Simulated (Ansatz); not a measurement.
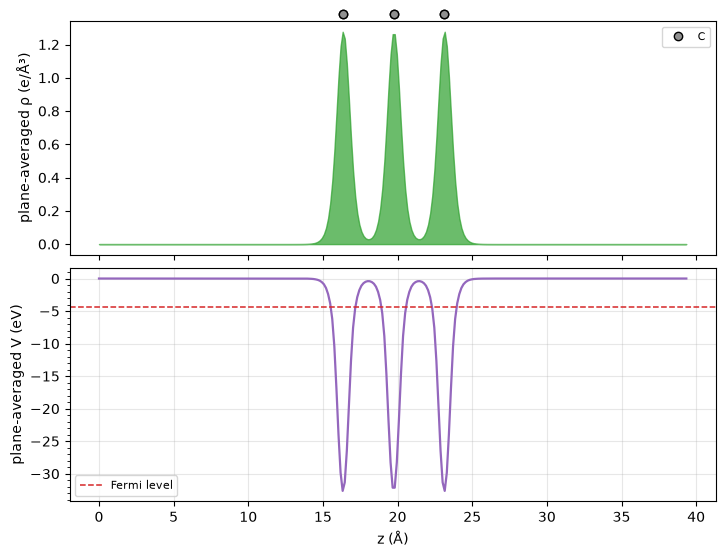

The picture shows: C (slab). Plane average of the electrostatic potential energy of an electron and of the valence pseudo-density across the slab. Circles mark the heights of the atoms.

All numbers below come from DFT HSE06, scalar-relativistic, plane waves, PAW in Ansatz 0.2.0.

Question: How far above the Fermi level of the calculation is the vacuum level?

Answer: 4.4 eV.

Question: What are the slab's thickness and the vacuum gap?

Answer: The outermost nuclei are 6.8 Å apart, in 3 atomic planes; the vacuum between periodic images is 32.7 Å wide.
